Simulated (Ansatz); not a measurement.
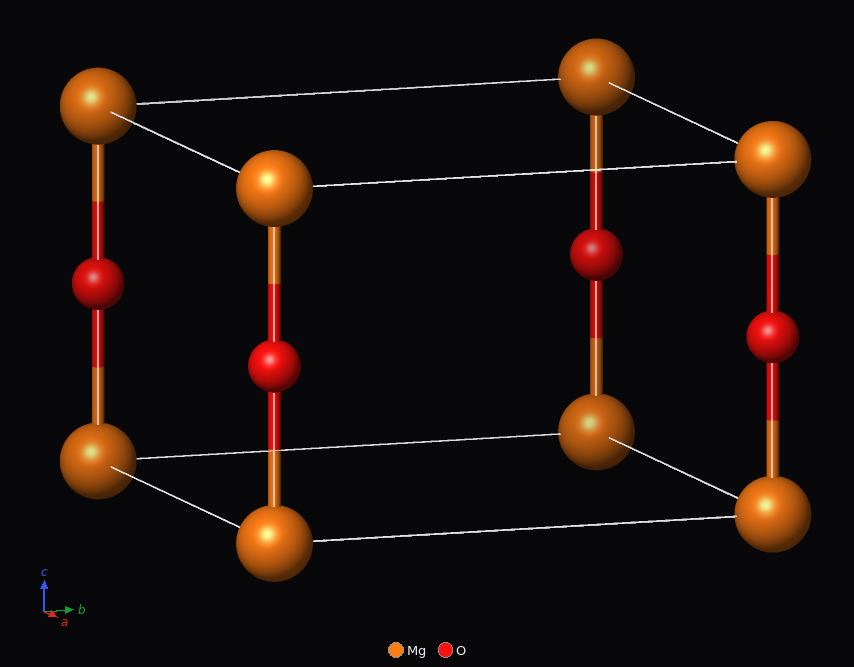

The figure gives a ball-and-stick picture of the atoms, viewed slightly off an axis. The box is the conventional unit cell; atoms on or close to its faces, edges and corners are drawn wherever they repeat. Cell: a = 5.30 Å, b = 5.30 Å, c = 3.61 Å, α = 90.00°, β = 90.00°, γ = 90.00°.

The model was built from a random cell made by a generator, so it need not be a real form of the compound. Earlier steps of the study may have refined or changed the cell and positions. It was the input of a calculation with Ansatz.

> Explain the picture.

The structure is one of MgO. The atoms follow space group P4/mmm (No. 123); the Bravais lattice is primitive tetragonal. It has 2 atoms to the cell (1 Mg, 1 O). Around each Mg lie two O in a linear arrangement at about 1.8 Å. Each O has two Mg in a linear arrangement at about 1.8 Å. The bonds build MgO chains along [001].

Level of theory and settings: DFT PBE, scalar-relativistic, plane waves, PAW (Ansatz 0.2.0), an energy cutoff of 420 eV, a 6×6×8 sampling of the Brillouin zone, Gaussian smearing of 0.02 eV, no spin polarisation.

> Is it conducting or gapped at this level?

A semiconductor at this level, with a gap of 2.37 eV, indirect.

> What are the atomic charges by Bader's partition?

Mg +1.68 e; O -1.68 e.

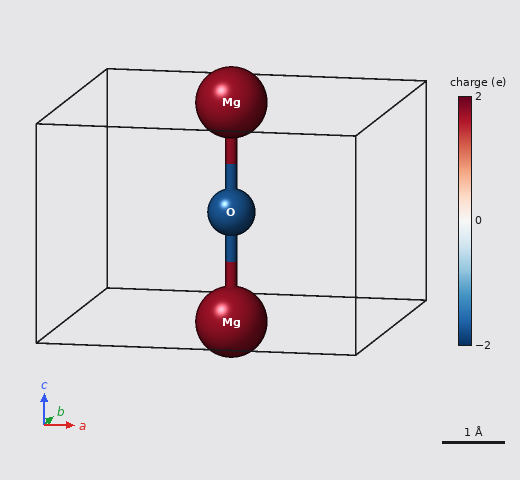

The atoms coloured by those charges. The run's cell of 2 atoms is drawn, so axes and origin can differ from the first picture.

> Does this geometry sit at a stationary point of the energy?

Yes. All forces vanish to within 0.01 eV/Å. The pressure is 0.0 GPa, close to zero.
